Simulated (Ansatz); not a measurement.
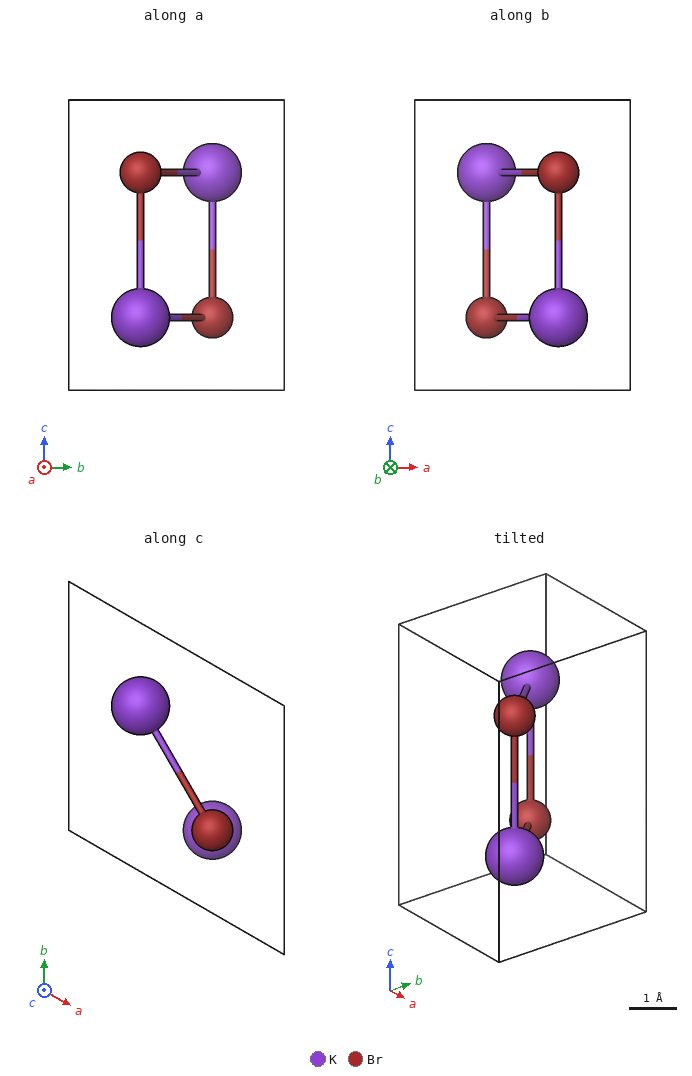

Ball-and-stick drawing of the structure, looking along the a axis, along the b axis, along the c axis and slightly off an axis. The frame is the conventional unit cell; atoms at its boundary are shown with their periodic copies.

Lattice parameters: a = 5.317 Å, b = 5.317 Å, c = 6.203 Å, α = 90.00°, β = 90.00°, γ = 120.00°.

Question: Set out the cell and atoms as a table of Wyckoff sites.

Answer: Space group P6_3/mmc (No. 194).
| atom | site | x | y | z |
| --- | --- | --- | --- | --- |
| K | 2d | 0.3333 | 0.6667 | 0.7500 |
| Br | 2c | 0.3333 | 0.6667 | 0.2500 |

Starting structure: a structure type filled with these elements by a generator (whether the compound takes this form wasn't checked). The cell was then strained or its atoms displaced on purpose. It went into a calculation with Ansatz.
